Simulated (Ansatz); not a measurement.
The calculation's input:

```
crystal:
  lattice:
    - [7.608, 0.0, 0.0]
    - [-3.804, 6.5887213, 0.0]
    - [0.0, 0.0, 2.911]
  atoms:
    - { symbol: Si, position: [0.768477, 0.174557, 0.25] }
    - { symbol: Si, position: [0.59392, 0.768477, 0.75] }
    - { symbol: Si, position: [0.825443, 0.59392, 0.25] }
    - { symbol: Si, position: [0.231523, 0.825443, 0.75] }
    - { symbol: Si, position: [0.40608, 0.231523, 0.25] }
    - { symbol: Si, position: [0.174557, 0.40608, 0.75] }
    - { symbol: "N", position: [0.0305, 0.33024, 0.25] }
    - { symbol: "N", position: [0.70026, 0.0305, 0.75] }
    - { symbol: "N", position: [0.66976, 0.70026, 0.25] }
    - { symbol: "N", position: [0.9695, 0.66976, 0.75] }
    - { symbol: "N", position: [0.29974, 0.9695, 0.25] }
    - { symbol: "N", position: [0.33024, 0.29974, 0.75] }
    - { symbol: "N", position: [0.6666666667, 0.3333333333, 0.25] }
    - { symbol: "N", position: [0.3333333333, 0.6666666667, 0.75] }
scf:
  occupations: { method: fixed }
output:
  forces: true
  stress: true
  eigenvalues: true
  write_density: true
  write_potential: true
  elf: true
  volumetric_format: npy
kpoints:
  mp_grid: { grid: [3, 3, 7] }
hamiltonian:
  xc: pbe
relax:
  f_tol: 0.002
  max_steps: 60
```

Launched as:

```sh
ansatz run input.yaml --threads 4 --pin off --max-ram 16384MiB --backend cpu --events-out ev --progress --plain --runs-dir out
```

Below, planes, directions and counts refer to the conventional cell (a = 7.61 Å, b = 7.61 Å, c = 2.91 Å, α = 90.00°, β = 90.00°, γ = 120.00°).

The fields are those of the relaxed geometry.

Space group P6₃/m; computed pressure about 5 GPa in this cell.

These are results of DFT PBE, scalar-relativistic, plane waves, PAW in Ansatz, not measurements.

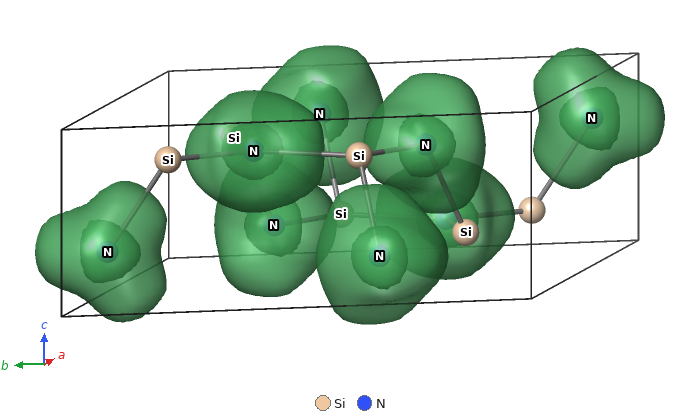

Si₃N₄. Isosurface of the ELF at 0.7 (green), seen at an oblique angle. Only the valence region is drawn (cores and ρ < 0.01 e/Å³ removed). Sticks mark near contacts.

In a PAW calculation such maps are meaningful between the atoms, not at the nuclei.

Question: Describe the localisation domains.

Answer: At this value the surface marks out eight regions on N in which the atom's valence shell and bonds are merged, counted in one cell of 14 atoms. Any copies at cell faces, edges or corners count once. Along the contacts the grid gives the following. Si–N (1.73 Å): the ELF peaks at about 0.90 between the atoms: a polar covalent bond.

Question: Does the calculation make it a metal, or give it a gap?

Answer: It is gapped, with a Kohn–Sham gap of 4.3 eV on the k-point mesh, an upper bound to the gap of this method.
